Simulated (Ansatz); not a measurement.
## Geometry relaxation of BaTiO3 (part 2 of 2)

Continued. System: BaTiO3 (5 atoms in the cell). Method: DFT PBE, scalar-relativistic, plane waves, PAW, no spin polarisation (Ansatz 0.2.0); cutoff 420 eV, 6×6×6 k-mesh, Gaussian smearing of 0.05 eV. The structure derives from an entry of the Crystallography Open Database.

Geometry of the input (Å; fractional positions):
```
3.9998  0.0000  0.0000
0.0000  3.9998  0.0000
0.0000  0.0000  4.0180
Ba 0.0000  0.0000  0.0000
Ti 0.5000  0.5000  0.4900
O  0.5000  0.5000  0.0190
O  0.5000  0.0000  0.5170
O  0.0000  0.5000  0.5170
```

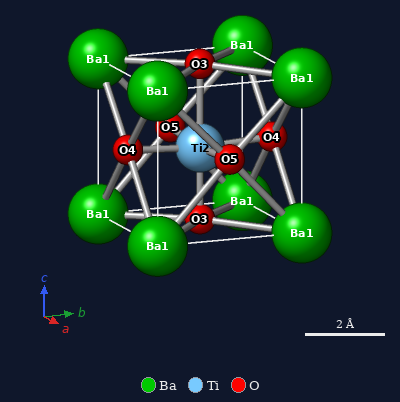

*The geometry at step 4 of the log (ball-and-stick view of the cell of the calculation, seen slightly off an axis; atoms are numbered from 1 in the order of the input).*

**Output, continued**
```
SCF iter   1: F=—  HF=-10159.590859 eV  |F-HF|=—  |Δ(HF+E_count)|=         —  Δρ=1.55e-4  dr2=1.59e-5  ethr=4.00e-8  ⟨swp⟩=2.2  Hψ=4682  notcnv=0
preconditioner: auto → Resta (q_TF=auto, 2.521 Å⁻¹)  ε∞=5.7  [insulator: Δε(μ)=1.872 eV  Ē_g=12.056 eV  σ=0.050 eV  W_gap=1.00  n_scr=18 (ndim 8)  ℏωp=26.2 eV  f_vac=0.000  D(μ)=0.00/eV (n_scr^D=0)  ε∞_Penn≈5.7]
SCF iter   2: F=—  HF=-10159.590247 eV  |F-HF|=—  |Δ(HF+E_count)|=   6.12e-4  Δρ=7.69e-5  dr2=3.90e-6  ethr=3.97e-8  ⟨swp⟩=2.0  Hψ=1713  notcnv=0
SCF iter   3: F=—  HF=-10159.590245 eV  |F-HF|=—  |Δ(HF+E_count)|=   2.53e-6  Δρ=1.72e-5  dr2=2.00e-7  ethr=9.74e-9  ⟨swp⟩=2.6  Hψ=1760  notcnv=0
iter 4 did not close the SCF: its close was put off for the readings that it lacked (scf_convergence_deferred on its scf_iter line)
SCF iter   4: F=-10159.590245 eV  HF=-10159.590245 eV  |F-HF|=1.24e-9  |Δ(HF+E_count)|=   1.65e-8  Δρ=5.20e-6  dr2=1.11e-8  ethr=5.00e-10  ⟨swp⟩=1.4  Hψ=1081  notcnv=0
iter 5 did not close the SCF: its close was put off for the readings that it lacked (scf_convergence_deferred on its scf_iter line)
SCF iter   5: F=-10159.590245 eV  HF=-10159.590245 eV  |F-HF|=7.15e-10  |Δ(HF+E_count)|=   2.86e-9  Δρ=1.83e-6  dr2=1.40e-9  ethr=2.77e-11  ⟨swp⟩=2.1  Hψ=1768  notcnv=0
SCF iter   6: F=-10159.590245 eV  HF=-10159.590245 eV  |F-HF|=9.09e-12  |Δ(HF+E_count)|=  9.09e-12  Δρ=2.62e-7  dr2=3.55e-11  ethr=3.50e-12  ⟨swp⟩=3.0  Hψ=3270  notcnv=0
SCF 7 converged in 6 iterations: F = -10159.590245 eV  dr2 = 3.55e-11
relax step   7: F+E_penalty+E_count = -10159.59024482 eV  Δ(F+E_penalty+E_count) = -1.126e-5 eV  max|allowed force component| = 4.302e-4 eV/Å  Δτ_max = 0.0012 Å  P = +3.892 GPa  Ω = 64.282 Å³  fix = [volume]  reactions: volume +3.892 GPa  (6 SCF iters, dr2 threshold 1.33e-8 eV, accepted)
Basis set: ecut = 420 eV, 1261 PW (Γ), exchange–correlation on 54×54×60 points (8 copies of the dense FFT grid, shifted against one another)
Initial wavefunctions: pseudopotential atomic-orbital guess (no wavefunctions were taken with the density)
iter 1 solved again at ethr=2.02e-8 eV; its pass at ethr=3.10e-3 eV (dr2=8.06e-6 eV) is discarded
SCF iter   1: F=—  HF=-10159.590853 eV  |F-HF|=—  |Δ(HF+E_count)|=         —  Δρ=1.56e-4  dr2=1.25e-6  ethr=2.02e-8  ⟨swp⟩=3.4  Hψ=8024  notcnv=0
preconditioner: auto → Resta (q_TF=auto, 2.521 Å⁻¹)  ε∞=5.7  [insulator: Δε(μ)=1.870 eV  Ē_g=12.054 eV  σ=0.050 eV  W_gap=1.00  n_scr=18 (ndim 8)  ℏωp=26.2 eV  f_vac=0.000  D(μ)=0.00/eV (n_scr^D=0)  ε∞_Penn≈5.7]
SCF iter   2: F=—  HF=-10159.590585 eV  |F-HF|=—  |Δ(HF+E_count)|=   2.69e-4  Δρ=7.96e-5  dr2=2.90e-7  ethr=3.14e-9  ⟨swp⟩=2.5  Hψ=1839  notcnv=0
SCF iter   3: F=—  HF=-10159.590602 eV  |F-HF|=—  |Δ(HF+E_count)|=   1.77e-5  Δρ=1.67e-5  dr2=1.62e-8  ethr=7.24e-10  ⟨swp⟩=2.0  Hψ=1616  notcnv=0
SCF iter   4: F=—  HF=-10159.590603 eV  |F-HF|=—  |Δ(HF+E_count)|=   7.37e-7  Δρ=1.58e-6  dr2=7.04e-10  ethr=4.04e-11  ⟨swp⟩=2.0  Hψ=1700  notcnv=0
iter 5 did not close the SCF: its close was put off for the readings that it lacked (scf_convergence_deferred on its scf_iter line)
SCF iter   5: F=-10159.590603 eV  HF=-10159.590603 eV  |F-HF|=5.46e-12  |Δ(HF+E_count)|=  4.22e-10  Δρ=6.67e-7  dr2=1.95e-10  ethr=1.76e-12  ⟨swp⟩=2.5  Hψ=1780  notcnv=0
SCF iter   6: F=-10159.590603 eV  HF=-10159.590603 eV  |F-HF|=5.46e-12  |Δ(HF+E_count)|=  7.28e-11  Δρ=1.38e-7  dr2=1.39e-11  ethr=1.00e-12  ⟨swp⟩=4.0  Hψ=3727  notcnv=0
SCF 8 converged in 6 iterations: F = -10159.590603 eV  dr2 = 1.39e-11
relax step   8: F+E_penalty+E_count = -10159.59060309 eV  Δ(F+E_penalty+E_count) = -3.583e-4 eV  max|allowed force component| = 2.428e-4 eV/Å  Δτ_max = 0.0000 Å  P = +3.903 GPa  Ω = 64.282 Å³  fix = [volume]  reactions: volume +3.903 GPa  stress off target by 1.10e-1 GPa on what of the cell is left free  SCF on the basis re-selected at this cell (its energy is not comparable with the rows above)  (6 SCF iters)
basis re-selected at this cell: Δ(F+E_penalty+E_count) = -3.583e-4 eV, ΔP = +0.010 GPa vs the last step (what re-selecting the basis moved, of the pressure what is left beyond the Pulay correction that the steps carried, after the strain that the cell walked since its last selection, with what the two solves' SCF thresholds leave and, on support functions, any second-order correction that the steps lacked; it is no measure of the basis error at this ecutwfc). The dense FFT grid was sized anew with the basis: this SCF ran on 27×27×30 points, the steps before it on 27×27×27, so part of this shift can come from that change (see relax.cell in the input reference). This SCF's stress stands 1.10e-1 GPa from its target on what of the cell is left free (relax.cell.stress_tol is 1.00e-1 GPa) and its largest allowed force component is 2.43e-4 eV/Å (relax.f_tol is 1.00e-2 eV/Å): not within both, so this SCF does not close the relaxation
iter 1 solved again at ethr=3.53e-8 eV; its pass at ethr=3.10e-3 eV (dr2=1.41e-5 eV) is discarded
SCF iter   1: F=—  HF=-10159.590958 eV  |F-HF|=—  |Δ(HF+E_count)|=         —  Δρ=1.78e-4  dr2=1.56e-5  ethr=3.53e-8  ⟨swp⟩=2.0  Hψ=5052  notcnv=0
preconditioner: auto → Resta (q_TF=auto, 2.521 Å⁻¹)  ε∞=5.7  [insulator: Δε(μ)=1.869 eV  Ē_g=12.057 eV  σ=0.050 eV  W_gap=1.00  n_scr=18 (ndim 8)  ℏωp=26.2 eV  f_vac=0.000  D(μ)=0.00/eV (n_scr^D=0)  ε∞_Penn≈5.7]
SCF iter   2: F=—  HF=-10159.590635 eV  |F-HF|=—  |Δ(HF+E_count)|=   3.24e-4  Δρ=1.02e-4  dr2=6.39e-6  ethr=3.53e-8  ⟨swp⟩=2.0  Hψ=1715  notcnv=0
SCF iter   3: F=—  HF=-10159.590634 eV  |F-HF|=—  |Δ(HF+E_count)|=   1.06e-6  Δρ=2.28e-5  dr2=2.76e-7  ethr=1.60e-8  ⟨swp⟩=2.2  Hψ=1651  notcnv=0
SCF iter   4: F=—  HF=-10159.590634 eV  |F-HF|=—  |Δ(HF+E_count)|=   3.35e-8  Δρ=8.25e-6  dr2=3.17e-8  ethr=6.89e-10  ⟨swp⟩=2.0  Hψ=1736  notcnv=0
iter 5 did not close the SCF: its close was put off for the readings that it lacked (scf_convergence_deferred on its scf_iter line)
SCF iter   5: F=-10159.590634 eV  HF=-10159.590634 eV  |F-HF|=6.13e-10  |Δ(HF+E_count)|=   1.07e-8  Δρ=2.12e-6  dr2=3.61e-9  ethr=7.92e-11  ⟨swp⟩=2.6  Hψ=1804  notcnv=0
SCF iter   6: F=-10159.590634 eV  HF=-10159.590634 eV  |F-HF|=3.27e-11  |Δ(HF+E_count)|=  4.47e-10  Δρ=8.13e-7  dr2=3.44e-10  ethr=9.03e-12  ⟨swp⟩=2.8  Hψ=3236  notcnv=0
SCF 9 converged in 6 iterations: F = -10159.590634 eV  dr2 = 3.44e-10
relax step   9: F+E_penalty+E_count = -10159.59063353 eV  Δ(F+E_penalty+E_count) = -3.044e-5 eV  max|allowed force component| = 5.031e-4 eV/Å  Δτ_max = 0.0011 Å  P = +3.956 GPa  Ω = 64.282 Å³  energy of the carried Pulay correction = -5.193e-7 eV  fix = [volume]  reactions: volume +3.956 GPa  (6 SCF iters, dr2 threshold 3.03e-8 eV, accepted)
iter 1 solved again at ethr=1.79e-8 eV; its pass at ethr=3.10e-3 eV (dr2=7.14e-6 eV) is discarded
SCF iter   1: F=—  HF=-10159.590958 eV  |F-HF|=—  |Δ(HF+E_count)|=         —  Δρ=2.22e-5  dr2=1.71e-7  ethr=1.79e-8  ⟨swp⟩=3.5  Hψ=8018  notcnv=0
preconditioner: auto → Resta (q_TF=auto, 2.521 Å⁻¹)  ε∞=5.7  [insulator: Δε(μ)=1.871 eV  Ē_g=12.059 eV  σ=0.050 eV  W_gap=1.00  n_scr=18 (ndim 8)  ℏωp=26.2 eV  f_vac=0.000  D(μ)=0.00/eV (n_scr^D=0)  ε∞_Penn≈5.7]
SCF iter   2: F=—  HF=-10159.590639 eV  |F-HF|=—  |Δ(HF+E_count)|=   3.19e-4  Δρ=1.10e-5  dr2=3.65e-8  ethr=4.28e-10  ⟨swp⟩=2.9  Hψ=2043  notcnv=0
SCF iter   3: F=—  HF=-10159.590639 eV  |F-HF|=—  |Δ(HF+E_count)|=   4.78e-9  Δρ=7.50e-6  dr2=1.65e-8  ethr=9.13e-11  ⟨swp⟩=1.2  Hψ=1010  notcnv=0
SCF iter   4: F=—  HF=-10159.590639 eV  |F-HF|=—  |Δ(HF+E_count)|=   5.55e-9  Δρ=2.77e-6  dr2=2.72e-9  ethr=4.12e-11  ⟨swp⟩=1.3  Hψ=1027  notcnv=0
SCF iter   5: F=—  HF=-10159.590639 eV  |F-HF|=—  |Δ(HF+E_count)|=  5.60e-10  Δρ=1.23e-6  dr2=5.70e-10  ethr=6.81e-12  ⟨swp⟩=1.6  Hψ=1042  notcnv=0
SCF iter   6: F=—  HF=-10159.590639 eV  |F-HF|=—  |Δ(HF+E_count)|=  4.91e-11  Δρ=7.43e-7  dr2=2.03e-10  ethr=1.00e-12  ⟨swp⟩=4.6  Hψ=3476  notcnv=0
SCF iter   7: F=-10159.590639 eV  HF=-10159.590639 eV  |F-HF|=1.82e-11  |Δ(HF+E_count)|=  2.36e-11  Δρ=3.30e-7  dr2=3.93e-11  ethr=1.00e-12  ⟨swp⟩=3.9  Hψ=2874  notcnv=0
SCF 10 converged in 7 iterations: F = -10159.590639 eV  dr2 = 3.93e-11
relax step  10: F+E_penalty+E_count = -10159.59063927 eV  Δ(F+E_penalty+E_count) = -5.740e-6 eV  max|allowed force component| = 5.093e-4 eV/Å  Δτ_max = 0.0000 Å  P = +3.956 GPa  Ω = 64.282 Å³  fix = [volume]  reactions: volume +3.956 GPa  stress off target by 1.46e-2 GPa on what of the cell is left free  SCF on the basis re-selected at this cell (its energy is not comparable with the rows above)  (7 SCF iters)
basis re-selected at this cell: Δ(F+E_penalty+E_count) = -5.740e-6 eV, ΔP = +0.000 GPa vs the last step (what re-selecting the basis moved, of the pressure what is left beyond the Pulay correction that the steps carried, after the strain that the cell walked since its last selection, with what the two solves' SCF thresholds leave and, on support functions, any second-order correction that the steps lacked; it is no measure of the basis error at this ecutwfc). This SCF's stress stands 1.46e-2 GPa from its target on what of the cell is left free (relax.cell.stress_tol is 1.00e-1 GPa) and its largest allowed force component is 5.09e-4 eV/Å (relax.f_tol is 1.00e-2 eV/Å): within both
SCF converged after 7 iterations
Free energy (F): -10159.590639 eV
Harris-Foulkes:  -10159.590639 eV  (|F-HF|=1.82e-11)
Internal energy: -10159.590639 eV  (E = F + TS)
E sigma→0 (E₀):  -10159.590639 eV
Fermi energy:    11.326613 eV
--- Per-component energies (eV) ---
  E_band       = -140.784929
  E_kinetic    = 971.286446
  E_local      = -2114.357550  (includes V_loc(G=0)·N_el)
  E_nonlocal   = 203.788370
  E_hartree    = 827.188191
  E_xc         = -491.742738
  E_vxc        = -546.502549  (∫ρ·V_xc dr)
  E_paw        = -6744.840863  (= ΣΔE_a)
  E_vpaw       = -309.383438  (= ΣTr[D̂ρ^β])
  E_aug_tail   = 0.007500  (compensation charges beyond the density's cutoff)
  E_ewald      = -2810.919995
  E_smearing   = -0.000000  (= −TS)
  E_closure    = 0.000000  (closes the sum)
  Σ components = -10159.590639   (vs F -10159.590639, Δ=0.00e0)
--- Forces (eV/Å), atoms counted from 1 ---
  atom   1  Ba     0.00000000    -0.00000000     0.00050991
  atom   2  Ti    -0.00000000     0.00000000    -0.00026879
  atom   3  O     -0.00000000     0.00000000     0.00009191
  atom   4  O     -0.00000000     0.00000000    -0.00016495
  atom   5  O      0.00000000    -0.00000000    -0.00016495
  max |Σ_I F_I| component: 3.12e-6 eV/Å
--- Stress (GPa, compression-positive) ---
        3.948377       0.000000       0.000000
        0.000000       3.948377       0.000000
        0.000000       0.000000       3.970322
  P = ⅓ Tr σ = 3.9557 GPa (39.557 kbar)
--- Band table (eV; the first three rows and the last of 40) ---
  k-point 0: bands = ["-46.0746", "-22.3815", "-22.3013", "-22.3013", "-14.4012", "-6.5621", "-5.9465", "-5.8518", "0.3805", "0.4264", "0.4264", "7.9830", "8.0468", "8.0468", "8.9099", "8.9099", "9.1222", "9.8533", "9.9825", "9.9825", "12.2622", "12.6764", "12.6764", "14.5510", "14.6875"]
  k-point 1: bands = ["-46.0744", "-22.3922", "-22.3009", "-22.3009", "-14.3751", "-6.5798", "-5.9347", "-5.8449", "0.4607", "0.4607", "0.5007", "7.5505", "7.9608", "7.9608", "8.7033", "8.7033", "8.9256", "9.3921", "9.9134", "9.9134", "12.2907", "13.0282", "13.0282", "14.5480", "15.2676"]
  k-point 2: bands = ["-46.0741", "-22.4135", "-22.3001", "-22.3001", "-14.3220", "-6.6927", "-5.8310", "-5.8175", "0.5315", "0.5315", "0.7388", "6.7386", "7.7287", "7.7287", "8.4381", "8.4381", "8.5802", "8.7040", "9.7712", "9.7712", "12.3494", "13.6779", "13.6779", "14.5469", "16.1486"]
  k-point 39: bands = ["-46.0720", "-22.4173", "-22.3525", "-22.3525", "-14.1362", "-5.8029", "-5.6135", "-5.6135", "-0.3397", "-0.3397", "-0.2203", "5.8961", "6.5464", "6.5795", "7.8743", "7.9335", "7.9335", "10.1333", "10.1333", "10.3910", "14.5978", "14.5978", "14.6554", "16.8383", "17.0989"]
--- Relaxed structure (8 steps of the walk, 8 accepted, 2 SCFs on fresh bases) ---
  F+E_penalty+E_count = -10159.59063927 eV   max|allowed force component| = 5.093e-4 eV/Å   (the final SCF, on the basis selected at the relaxed cell)
  cell:  # Å, volume = 64.2816 Å³
    - [3.971264007814637, -1.3941877850654412e-33, 8.77511544325619e-18]
    - [-1.3941877850654412e-33, 3.971264007814637, -7.163240688784507e-33]
    - [8.81504421496159e-18, -7.195835063637219e-33, 4.075951100394488]
  atoms:
    - { symbol: Ba, position: [-5.569406544522718e-19, 4.453935693180142e-35, -0.002853572992360137] }
    - { symbol: Ti, position: [0.4999999999999999, 0.4999999999999999, 0.4807233658301057] }
    - { symbol: O, position: [0.4999999999999999, 0.4999999999999999, 0.02979761454418222] }
    - { symbol: O, position: [0.4999999999999999, 1.0472767710991165e-34, 0.517666296309036] }
    - { symbol: O, position: [1.3004310855449732e-19, 0.4999999999999999, 0.517666296309036] }
```

**Trajectory as extended XYZ (Å, eV, eV/Å), 10 frames, from step=1 to step=10**
```
5
Lattice="3.9998 0.0000 0.0000 0.0000 3.9998 0.0000 0.0000 0.0000 4.0180" Properties=species:S:1:pos:R:3:forces:R:3 step=1 energy=-10159.57757 pressure_GPa=2.43
Ba    0.0000    0.0000    0.0000    0.0000   0.0000   0.0419
Ti    1.9999    1.9999    1.9688    0.0000   0.0000  -0.1514
O     1.9999    1.9999    0.0763    0.0000   0.0000   0.3115
O     1.9999    0.0000    2.0773    0.0000   0.0000  -0.1010
O     0.0000    1.9999    2.0773    0.0000   0.0000  -0.1010
5
Lattice="3.9956 0.0000 0.0000 0.0000 3.9956 0.0000 0.0000 0.0000 4.0265" Properties=species:S:1:pos:R:3:forces:R:3 step=2 energy=-10159.58123 pressure_GPa=2.58
Ba    0.0000    0.0000    0.0126    0.0000   0.0000  -0.0304
Ti    1.9978    1.9978    1.9748    0.0000   0.0000  -0.1801
O     1.9978    1.9978    0.0868    0.0000   0.0000   0.1553
O     1.9978    0.0000    2.0694    0.0000   0.0000   0.0276
O     0.0000    1.9978    2.0694    0.0000   0.0000   0.0276
5
Lattice="3.9912 0.0000 0.0000 0.0000 3.9912 0.0000 0.0000 0.0000 4.0353" Properties=species:S:1:pos:R:3:forces:R:3 step=3 energy=-10159.58280 pressure_GPa=2.73
Ba    0.0000    0.0000    0.0040    0.0000   0.0000   0.0239
Ti    1.9956    1.9956    1.9781    0.0000   0.0000  -0.2316
O     1.9956    1.9956    0.0946    0.0000   0.0000   0.1138
O     1.9956    0.0000    2.0749    0.0000   0.0000   0.0469
O     0.0000    1.9956    2.0749    0.0000   0.0000   0.0469
5
Lattice="3.9790 0.0000 0.0000 0.0000 3.9790 0.0000 0.0000 0.0000 4.0601" Properties=species:S:1:pos:R:3:forces:R:3 step=4 energy=-10159.58718 pressure_GPa=3.27
Ba    0.0000    0.0000   -0.0055    0.0000   0.0000   0.0402
Ti    1.9895    1.9895    1.9753    0.0000   0.0000  -0.2199
O     1.9895    1.9895    0.1106    0.0000   0.0000   0.0628
O     1.9895    0.0000    2.0922    0.0000   0.0000   0.0585
O     0.0000    1.9895    2.0922    0.0000   0.0000   0.0585
5
Lattice="3.9668 0.0000 0.0000 0.0000 3.9668 0.0000 0.0000 0.0000 4.0851" Properties=species:S:1:pos:R:3:forces:R:3 step=5 energy=-10159.58933 pressure_GPa=4.34
Ba    0.0000    0.0000   -0.0180    0.0000   0.0000   0.0230
Ti    1.9834    1.9834    1.9585    0.0000   0.0000   0.0542
O     1.9834    1.9834    0.1320    0.0000   0.0000  -0.1235
O     1.9834    0.0000    2.1154    0.0000   0.0000   0.0231
O     0.0000    1.9834    2.1154    0.0000   0.0000   0.0231
5
Lattice="3.9725 0.0000 0.0000 0.0000 3.9725 0.0000 0.0000 0.0000 4.0734" Properties=species:S:1:pos:R:3:forces:R:3 step=6 energy=-10159.59023 pressure_GPa=3.94
Ba    0.0000    0.0000   -0.0114    0.0000   0.0000   0.0011
Ti    1.9863    1.9863    1.9585    0.0000   0.0000   0.0086
O     1.9863    1.9863    0.1215    0.0000   0.0000  -0.0146
O     1.9863    0.0000    2.1083    0.0000   0.0000   0.0025
O     0.0000    1.9863    2.1083    0.0000   0.0000   0.0025
5
Lattice="3.9730 0.0000 0.0000 0.0000 3.9730 0.0000 0.0000 0.0000 4.0724" Properties=species:S:1:pos:R:3:forces:R:3 step=7 energy=-10159.59024 pressure_GPa=3.89
Ba    0.0000    0.0000   -0.0108    0.0000   0.0000   0.0001
Ti    1.9865    1.9865    1.9588    0.0000   0.0000   0.0004
O     1.9865    1.9865    0.1202    0.0000   0.0000  -0.0004
O     1.9865    0.0000    2.1077    0.0000   0.0000  -0.0001
O     0.0000    1.9865    2.1077    0.0000   0.0000  -0.0001
5
Lattice="3.9730 0.0000 0.0000 0.0000 3.9730 0.0000 0.0000 0.0000 4.0724" Properties=species:S:1:pos:R:3:forces:R:3 step=8 energy=-10159.59060 pressure_GPa=3.90
Ba    0.0000    0.0000   -0.0108    0.0000   0.0000   0.0000
Ti    1.9865    1.9865    1.9588    0.0000   0.0000   0.0002
O     1.9865    1.9865    0.1202    0.0000   0.0000  -0.0002
O     1.9865    0.0000    2.1077    0.0000   0.0000   0.0000
O     0.0000    1.9865    2.1077    0.0000   0.0000   0.0000
5
Lattice="3.9713 0.0000 0.0000 0.0000 3.9713 0.0000 0.0000 0.0000 4.0760" Properties=species:S:1:pos:R:3:forces:R:3 step=9 energy=-10159.59063 pressure_GPa=3.96
Ba    0.0000    0.0000   -0.0116    0.0000   0.0000   0.0005
Ti    1.9856    1.9856    1.9594    0.0000   0.0000  -0.0002
O     1.9856    1.9856    0.1215    0.0000   0.0000   0.0001
O     1.9856    0.0000    2.1100    0.0000   0.0000  -0.0002
O     0.0000    1.9856    2.1100    0.0000   0.0000  -0.0002
5
Lattice="3.9713 0.0000 0.0000 0.0000 3.9713 0.0000 0.0000 0.0000 4.0760" Properties=species:S:1:pos:R:3:forces:R:3 step=10 energy=-10159.59064 pressure_GPa=3.96
Ba    0.0000    0.0000   -0.0116    0.0000   0.0000   0.0005
Ti    1.9856    1.9856    1.9594    0.0000   0.0000  -0.0003
O     1.9856    1.9856    0.1215    0.0000   0.0000   0.0001
O     1.9856    0.0000    2.1100    0.0000   0.0000  -0.0002
O     0.0000    1.9856    2.1100    0.0000   0.0000  -0.0002
```

**Key numbers**

- outcome: converged
- space group (tolerance 0.01 Å): P4mm (99)
- electrons treated: 40
- free energy: −10159.5906 eV
- Fermi energy: 11.327 eV
- gap on the k-point mesh: 1.87 eV
- pressure: 3.96 GPa
- final volume: 64.28 Å³
- largest force (length of the vector) at the end: 0.001 eV/Å
- final cell: a = 3.971 Å, b = 3.971 Å, c = 4.076 Å, α = 90.00°, β = 90.00°, γ = 90.00°
- hardware: 8 threads of Intel Xeon (Granite Rapids), 192 GiB of memory available, shared host
- wall time: 7.7 s (CPU time 47 s)
- peak memory: 0.61 GiB
